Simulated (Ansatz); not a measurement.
## Run report: Al, nudged elastic band (part 1 of 3)

System: Al (defect cell, 31 atoms in the cell).
Method: DFT PBE, scalar-relativistic, plane waves, PAW, PAW set soft_1, no spin polarisation (Ansatz 0.2.0).

One setting was made poor on purpose. It belongs to a series of runs on one base structure; here: band between the two ends.

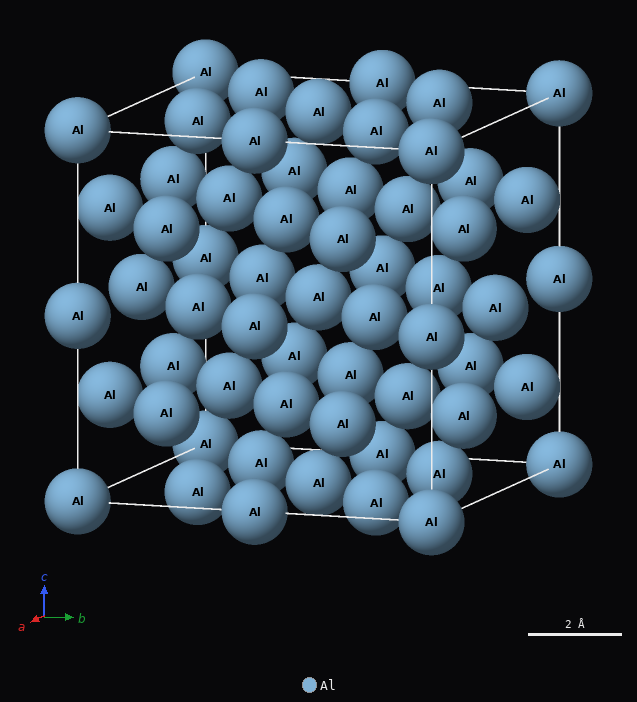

Figure 1. The input geometry (spheres-only view of the cell of the calculation, seen slightly off an axis).

## Key numbers

- outcome: converged
- barrier, forward: 0.670 eV
- barrier, backward: 0.668 eV
- electrons treated: 93
- hardware: 4 threads of Arm Neoverse V2, 24 GiB of memory available, shared host
- wall time: 15 min (CPU time 44 min)
- peak memory: 2.7 GiB

## Remarks

A deliberately poor setting: long steps. The order of the saddle point was not checked.

## Input file
```yaml
crystal:
  lattice:
    - [8.1, 0.0, 0.0]
    - [0.0, 8.1, 0.0]
    - [0.0, 0.0, 8.1]
  atoms:
    - { symbol: Al, position: [0.74848403, 0.24754354, -0.00070315] }
    - { symbol: Al, position: [0.74868274, -0.00023016, 0.24726802] }
    - { symbol: Al, position: [0.00077622, -0.00035266, -0.00061763] }
    - { symbol: Al, position: [0.25272419, 0.24758994, -0.00062431] }
    - { symbol: Al, position: [0.50062969, 0.49962089, -0.00053015] }
    - { symbol: Al, position: [0.74873062, 0.75186136, -0.00067516] }
    - { symbol: Al, position: [0.25283644, -0.00040364, 0.24733917] }
    - { symbol: Al, position: [0.50059952, 0.2475032, 0.24725465] }
    - { symbol: Al, position: [0.75165316, 0.4996509, 0.25024146] }
    - { symbol: Al, position: [0.50058538, -0.00044948, 0.4993603] }
    - { symbol: Al, position: [0.75145123, 0.25063666, 0.49942929] }
    - { symbol: Al, position: [0.74854288, -0.00037625, 0.75142389] }
    - { symbol: Al, position: [0.00060264, 0.49971812, -0.00053498] }
    - { symbol: Al, position: [0.25288155, 0.75169004, -0.00058075] }
    - { symbol: Al, position: [0.0006476, 0.25054759, 0.25027029] }
    - { symbol: Al, position: [0.24973893, 0.49966204, 0.25043574] }
    - { symbol: Al, position: [0.50089218, 0.75175926, 0.24727281] }
    - { symbol: Al, position: [0.00059166, -0.00040051, 0.4994124] }
    - { symbol: Al, position: [0.24967316, 0.25045735, 0.49951207] }
    - { symbol: Al, position: [0.5005876, 0.49960597, 0.49947031] }
    - { symbol: Al, position: [0.75162041, 0.74868254, 0.49938452] }
    - { symbol: Al, position: [0.25266464, -0.00027557, 0.75150409] }
    - { symbol: Al, position: [0.50055863, 0.24743272, 0.75154609] }
    - { symbol: Al, position: [0.75144119, 0.4997079, 0.74846529] }
    - { symbol: Al, position: [0.00075106, 0.74879358, 0.25033503] }
    - { symbol: Al, position: [0.00060837, 0.49967507, 0.49940233] }
    - { symbol: Al, position: [0.24988217, 0.74870659, 0.49953388] }
    - { symbol: Al, position: [0.0004288, 0.25049591, 0.74849303] }
    - { symbol: Al, position: [0.24971889, 0.49954569, 0.74860342] }
    - { symbol: Al, position: [0.50077167, 0.75175599, 0.75157236] }
    - { symbol: Al, position: [0.00067555, 0.74876233, 0.74848938] }
basis:
  ecutwfc: 420.0
kpoints:
  mp_grid: { grid: [3, 3, 3] }
hamiltonian:
  xc: pbe
  pseudopotentials: { kind: paw, azcp: { folder: soft_1 } }
scf:
  occupations: { method: gaussian, width: 0.15 }
  lower_state_search: "off"
  max_iter: 51
neb:
  images: 3
  f_tol: 0.05
  max_iterations: 50
  order_check: false
  max_displacement: 1.0
  optimiser: fire
  final_atoms:
    - { symbol: Al, position: [0.75, 0.25, 0.0] }
    - { symbol: Al, position: [0.75, -0.00133384, 0.25133384] }
    - { symbol: Al, position: [0.00269464, 0.00269464, 0.0] }
    - { symbol: Al, position: [0.49730536, 0.00269464, 0.0] }
    - { symbol: Al, position: [0.49730536, 0.49730536, 0.0] }
    - { symbol: Al, position: [0.75, 0.75, 0.0] }
    - { symbol: Al, position: [0.25, 0.00269464, 0.24730536] }
    - { symbol: Al, position: [0.49730536, 0.25, 0.24730536] }
    - { symbol: Al, position: [0.75, 0.50133384, 0.25133384] }
    - { symbol: Al, position: [0.50133384, -0.00133384, 0.5] }
    - { symbol: Al, position: [0.75, 0.25, 0.5] }
    - { symbol: Al, position: [0.75, -0.00133384, 0.74866616] }
    - { symbol: Al, position: [0.00269464, 0.49730536, 0.0] }
    - { symbol: Al, position: [0.25, 0.75, 0.0] }
    - { symbol: Al, position: [0.00269464, 0.25, 0.24730536] }
    - { symbol: Al, position: [0.25, 0.49730536, 0.24730536] }
    - { symbol: Al, position: [0.50133384, 0.75, 0.25133384] }
    - { symbol: Al, position: [-0.00133384, -0.00133384, 0.5] }
    - { symbol: Al, position: [0.25, 0.25, 0.5] }
    - { symbol: Al, position: [0.50133384, 0.50133384, 0.5] }
    - { symbol: Al, position: [0.75, 0.75, 0.5] }
    - { symbol: Al, position: [0.25, 0.00269464, 0.75269464] }
    - { symbol: Al, position: [0.49730536, 0.25, 0.75269464] }
    - { symbol: Al, position: [0.75, 0.50133384, 0.74866616] }
    - { symbol: Al, position: [-0.00133384, 0.75, 0.25133384] }
    - { symbol: Al, position: [-0.00133384, 0.50133384, 0.5] }
    - { symbol: Al, position: [0.25, 0.75, 0.5] }
    - { symbol: Al, position: [0.00269464, 0.25, 0.75269464] }
    - { symbol: Al, position: [0.25, 0.49730536, 0.75269464] }
    - { symbol: Al, position: [0.50133384, 0.75, 0.74866616] }
    - { symbol: Al, position: [-0.00133384, 0.75, 0.74866616] }
```

Launched with:
```bash
ansatz run input.yaml --threads 4 --pin off --max-ram 10240MiB --backend cpu --events-out ev --progress --plain --runs-dir out
```

## Output
```
Warning: neb: disabling space-group detection — the band's intermediate images generally break the endpoint symmetry, so no spatial operation reduces the k-mesh or symmetrises the density, except that a semilocal band can use its path's symmetry ahead of convergence; time reversal is kept, so that k and −k are solved as one point where they differ and the mesh holds both, and exact exchange and, on two spinor components, a DFT+U term hold to it where the run has them: on two components no moment then forms, and a state that bears one, which a typed moment (crystal.atoms[].spin; refused beside efield: under a hybrid functional) reaches, can lie lower, under hf by electronvolts; crystal.symmetry.detect: false (a key that needs symmetry detection or time reversal refuses this as the deck is read) with time_reversal: false beside it drops time reversal too
Engine: ansatz 0.2.0, aarch64-unknown-linux-gnu
Pseudopotentials: kind: paw
Pseudopotential: Al, paw, valence charge 3, recommended cutoff 420 eV (normal), [file]
Functional definition: PBE
  parameter kappa = 0.804
  parameter beta = 0.06672455060314922
  exchange = pbe_x(kappa = kappa, mu = beta*pi^2/3)
  correlation = pbe_c(beta = beta)
parallel-image band execution: 3 concurrent image workers
NEB image 0
Crystal: 31 atoms, lattice volume = 531.441 Å³
Basis set: ecut = 420 eV, 10395 PW (Γ), exchange–correlation on 120×120×120 points (8 copies of the dense FFT grid, shifted against one another)
Bands: 78, of which v1, the nominal top of the filled ones, is band 47 counted from 1 (46 counted from 0)
Symmetry: 1 space group operations
k-points: 14 of 27 (time reversal used)
Non-local potential: Al, projectors of the file, l = 0: 2, l = 1: 2, l = 2: 1
PAW form: soft (Blöchl's): semilocal exchange-correlation on the pseudo side does not see the compensation charge
PAW one-centre angular grid: Al, 110 points (default); XC on 64 Gauss nodes
Initial density: superposition of atomic densities (chi_scale 0.1, normalization cell)
Initial wavefunctions: pseudopotential atomic-orbital guess
Functional: x = pbe(κ = 0.804, μ = 0.2195149727645171), c = pbe(β = 0.06672455060314922)
SCF iter   1: F=—  HF=-16663.671871 eV  |F-HF|=—  |Δ(HF+E_count)|=         —  Δρ=2.24e-2  dr2=3.93e0  ethr=3.10e-3  ⟨swp⟩=8.9  Hψ=5852  notcnv=0  defer=2
preconditioner: auto → Kerker (q_TF=auto, 2.040 Å⁻¹)  [metal: Δε(μ)=0.086 eV  Ē_g=6.677 eV  σ=0.150 eV  W_gap=0.30  n_scr=80 (ndim 8)  ℏωp=15.5 eV  f_vac=0.000  D(μ)=9.26/eV (n_scr^D=56)]
SCF iter   2: F=—  HF=-16663.131085 eV  |F-HF|=—  |Δ(HF+E_count)|=   5.41e-1  Δρ=1.48e-2  dr2=1.65e0  ethr=3.10e-3  ⟨swp⟩=1.0  Hψ=1260  notcnv=0  defer=2
SCF iter   3: F=—  HF=-16662.480702 eV  |F-HF|=—  |Δ(HF+E_count)|=   6.50e-1  Δρ=9.96e-4  dr2=1.01e-2  ethr=1.77e-3  ⟨swp⟩=2.7  Hψ=1202  notcnv=0  defer=10
SCF iter   4: F=—  HF=-16662.479167 eV  |F-HF|=—  |Δ(HF+E_count)|=   1.53e-3  Δρ=3.45e-4  dr2=1.80e-3  ethr=1.09e-5  ⟨swp⟩=2.8  Hψ=1472  notcnv=0  defer=10
SCF iter   5: F=—  HF=-16662.479477 eV  |F-HF|=—  |Δ(HF+E_count)|=   3.10e-4  Δρ=1.35e-4  dr2=2.75e-4  ethr=1.94e-6  ⟨swp⟩=2.0  Hψ=1021  notcnv=0  defer=10
SCF iter   6: F=—  HF=-16662.479555 eV  |F-HF|=—  |Δ(HF+E_count)|=   7.76e-5  Δρ=1.71e-5  dr2=4.48e-6  ethr=2.96e-7  ⟨swp⟩=2.1  Hψ=1321  notcnv=0  defer=10
SCF iter   7: F=—  HF=-16662.479235 eV  |F-HF|=—  |Δ(HF+E_count)|=   3.20e-4  Δρ=2.83e-6  dr2=7.65e-8  ethr=1.08e-10  ⟨swp⟩=3.4  Hψ=4221  notcnv=0
SCF iter   8: F=-16662.479235 eV  HF=-16662.479235 eV  |F-HF|=1.77e-9  |Δ(HF+E_count)|=   9.72e-9  Δρ=7.05e-7  dr2=2.56e-9  ethr=8.22e-11  ⟨swp⟩=2.0  Hψ=2907  notcnv=0
SCF 1 converged in 8 iterations: F = -16662.479235 eV  dr2 = 2.56e-9
  greatest PAW one-centre occupation: 0.452 electrons in one spin orbital (limit 2), on the Al atom at site 22 (counted from 0), in its partial waves of l = 0
NSCF: frozen V_eff on 14 k-points
NEB image 4
SCF iter   1: F=—  HF=-16663.658304 eV  |F-HF|=—  |Δ(HF+E_count)|=         —  Δρ=2.24e-2  dr2=3.90e0  ethr=3.10e-3  ⟨swp⟩=8.9  Hψ=5708  notcnv=0  defer=3
preconditioner: auto → Kerker (q_TF=auto, 2.040 Å⁻¹)  [metal: Δε(μ)=0.076 eV  Ē_g=6.677 eV  σ=0.150 eV  W_gap=0.27  n_scr=80 (ndim 8)  ℏωp=15.5 eV  f_vac=0.000  D(μ)=9.43/eV (n_scr^D=56)]
SCF iter   2: F=—  HF=-16663.123807 eV  |F-HF|=—  |Δ(HF+E_count)|=   5.34e-1  Δρ=1.48e-2  dr2=1.63e0  ethr=3.10e-3  ⟨swp⟩=1.0  Hψ=1260  notcnv=0  defer=3
SCF iter   3: F=—  HF=-16662.478016 eV  |F-HF|=—  |Δ(HF+E_count)|=   6.46e-1  Δρ=9.88e-4  dr2=1.00e-2  ethr=1.75e-3  ⟨swp⟩=2.7  Hψ=1188  notcnv=0  defer=17
SCF iter   4: F=—  HF=-16662.476457 eV  |F-HF|=—  |Δ(HF+E_count)|=   1.56e-3  Δρ=3.40e-4  dr2=1.72e-3  ethr=1.08e-5  ⟨swp⟩=2.4  Hψ=1422  notcnv=0  defer=17
SCF iter   5: F=—  HF=-16662.476757 eV  |F-HF|=—  |Δ(HF+E_count)|=   3.00e-4  Δρ=1.33e-4  dr2=2.66e-4  ethr=1.85e-6  ⟨swp⟩=2.0  Hψ=1023  notcnv=0  defer=17
SCF iter   6: F=—  HF=-16662.476834 eV  |F-HF|=—  |Δ(HF+E_count)|=   7.73e-5  Δρ=1.68e-5  dr2=4.17e-6  ethr=2.86e-7  ⟨swp⟩=2.1  Hψ=1324  notcnv=0  defer=17
SCF iter   7: F=—  HF=-16662.476519 eV  |F-HF|=—  |Δ(HF+E_count)|=   3.15e-4  Δρ=2.85e-6  dr2=7.81e-8  ethr=1.08e-10  ⟨swp⟩=3.2  Hψ=4215  notcnv=0
SCF iter   8: F=-16662.476519 eV  HF=-16662.476519 eV  |F-HF|=1.74e-9  |Δ(HF+E_count)|=   9.84e-9  Δρ=6.95e-7  dr2=2.50e-9  ethr=8.40e-11  ⟨swp⟩=2.0  Hψ=2908  notcnv=0
SCF 2 converged in 8 iterations: F = -16662.476519 eV  dr2 = 2.50e-9
  greatest PAW one-centre occupation: 0.452 electrons in one spin orbital (limit 2), on the Al atom at site 15 (counted from 0), in its partial waves of l = 0
NSCF: frozen V_eff on 14 k-points
NEB end point (image 0): max|allowed force component| = 4.853e-3 eV/Å (the criterion of neb.relax_end_points is 1.000e-2)
NEB end point (image 4): max|allowed force component| = 2.902e-2 eV/Å (the criterion of neb.relax_end_points is 1.000e-2)
NEB image 1
SCF iter   1: F=—  HF=-16663.089667 eV  |F-HF|=—  |Δ(HF+E_count)|=         —  Δρ=2.27e-2  dr2=3.68e0  ethr=3.10e-3  ⟨swp⟩=8.0  Hψ=5644  notcnv=0
preconditioner: auto → Kerker (q_TF=auto, 2.040 Å⁻¹)  [metal: Δε(μ)=0.020 eV  Ē_g=6.661 eV  σ=0.150 eV  W_gap=0.07  n_scr=80 (ndim 8)  ℏωp=15.5 eV  f_vac=0.000  D(μ)=10.62/eV (n_scr^D=80)]
SCF iter   2: F=—  HF=-16662.549066 eV  |F-HF|=—  |Δ(HF+E_count)|=   5.41e-1  Δρ=1.50e-2  dr2=1.55e0  ethr=3.10e-3  ⟨swp⟩=1.0  Hψ=1260  notcnv=0
SCF iter   3: F=—  HF=-16661.907199 eV  |F-HF|=—  |Δ(HF+E_count)|=   6.42e-1  Δρ=9.13e-4  dr2=8.20e-3  ethr=1.67e-3  ⟨swp⟩=2.7  Hψ=1294  notcnv=0  defer=15
SCF iter   4: F=—  HF=-16661.905136 eV  |F-HF|=—  |Δ(HF+E_count)|=   2.06e-3  Δρ=2.89e-4  dr2=1.11e-3  ethr=8.82e-6  ⟨swp⟩=2.5  Hψ=1512  notcnv=0  defer=15
SCF iter   5: F=—  HF=-16661.905254 eV  |F-HF|=—  |Δ(HF+E_count)|=   1.18e-4  Δρ=1.07e-4  dr2=1.59e-4  ethr=1.19e-6  ⟨swp⟩=2.6  Hψ=1222  notcnv=0  defer=15
SCF iter   6: F=—  HF=-16661.905290 eV  |F-HF|=—  |Δ(HF+E_count)|=   3.68e-5  Δρ=1.47e-5  dr2=3.46e-6  ethr=1.71e-7  ⟨swp⟩=2.1  Hψ=1316  notcnv=0  defer=15
SCF iter   7: F=—  HF=-16661.904966 eV  |F-HF|=—  |Δ(HF+E_count)|=   3.25e-4  Δρ=2.70e-6  dr2=5.48e-8  ethr=1.08e-10  ⟨swp⟩=3.1  Hψ=4191  notcnv=0
SCF iter   8: F=-16661.904966 eV  HF=-16661.904966 eV  |F-HF|=2.44e-10  |Δ(HF+E_count)|=   2.22e-9  Δρ=5.70e-7  dr2=1.81e-9  ethr=5.89e-11  ⟨swp⟩=2.0  Hψ=2738  notcnv=0
[...]
  greatest PAW one-centre occupation: 0.474 electrons in one spin orbital (limit 2), on the Al atom at site 3 (counted from 0), in its partial waves of l = 0
NEB image 2
preconditioner: auto → Kerker (q_TF=auto, 2.040 Å⁻¹)  [metal: Δε(μ)=0.016 eV  Ē_g=6.658 eV  σ=0.150 eV  W_gap=0.06  n_scr=80 (ndim 8)  ℏωp=15.5 eV  f_vac=0.000  D(μ)=14.09/eV (n_scr^D=80)]
  greatest PAW one-centre occupation: 0.494 electrons in one spin orbital (limit 2), on the Al atom at site 3 (counted from 0), in its partial waves of l = 0
NEB image 3
preconditioner: auto → Kerker (q_TF=auto, 2.040 Å⁻¹)  [metal: Δε(μ)=0.021 eV  Ē_g=6.660 eV  σ=0.150 eV  W_gap=0.08  n_scr=80 (ndim 8)  ℏωp=15.5 eV  f_vac=0.000  D(μ)=10.88/eV (n_scr^D=80)]
  greatest PAW one-centre occupation: 0.475 electrons in one spin orbital (limit 2), on the Al atom at site 3 (counted from 0), in its partial waves of l = 0
NEB iter   1: max|band force component| = 1.126e0 eV/Å  barrier→ = 1.1567 eV  barrier← = 1.1540 eV  Δτ_max = 0.0195 Å  (39 SCF iters)
NEB image 1
Initial density: handed on by an earlier stage of this run
Initial wavefunctions: those handed on with the density
preconditioner: auto → Kerker (q_TF=auto, 2.040 Å⁻¹)  [metal: Δε(μ)=0.016 eV  Ē_g=6.647 eV  σ=0.150 eV  W_gap=0.06  n_scr=80 (ndim 8)  ℏωp=15.5 eV  f_vac=0.000  D(μ)=11.36/eV (n_scr^D=80)]
  greatest PAW one-centre occupation: 0.473 electrons in one spin orbital (limit 2), on the Al atom at site 3 (counted from 0), in its partial waves of l = 0
```
